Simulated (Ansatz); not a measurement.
Cs

```xyz
2
Lattice="-3.3050 0.0000 -4.3258 -2.8558 0.0000 4.6383 0.0000 9.0018 0.0000" Properties=species:S:1:pos:R:3 pbc="T T T"
Cs   -1.6525    4.5009   -2.1629
Cs   -1.4279    0.0000    2.3192
```

Space group Fmmm; a structure from a database of computed crystals, not necessarily the ambient phase.

Method: Ansatz, DFT r2SCAN, scalar-relativistic, plane waves, PAW.

Question: Predict the valence pseudo-density and electron localisation function between the atoms.

Answer: Cs–Cs (5.45 Å): ρ at the midpoint is about 0.01 e/Å³; the ELF is about 0.10 at the midpoint: no localised pair shows between them.

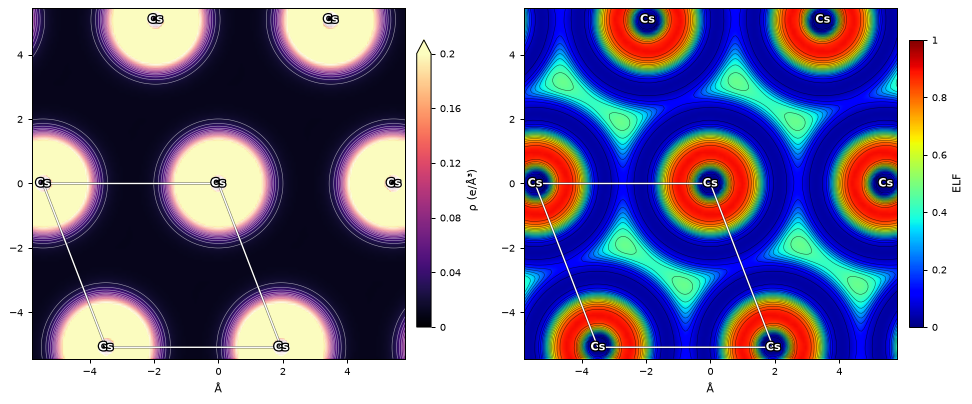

Computed valence pseudo-density and electron localisation function on the (001) plane of the calculation cell, in this order. 
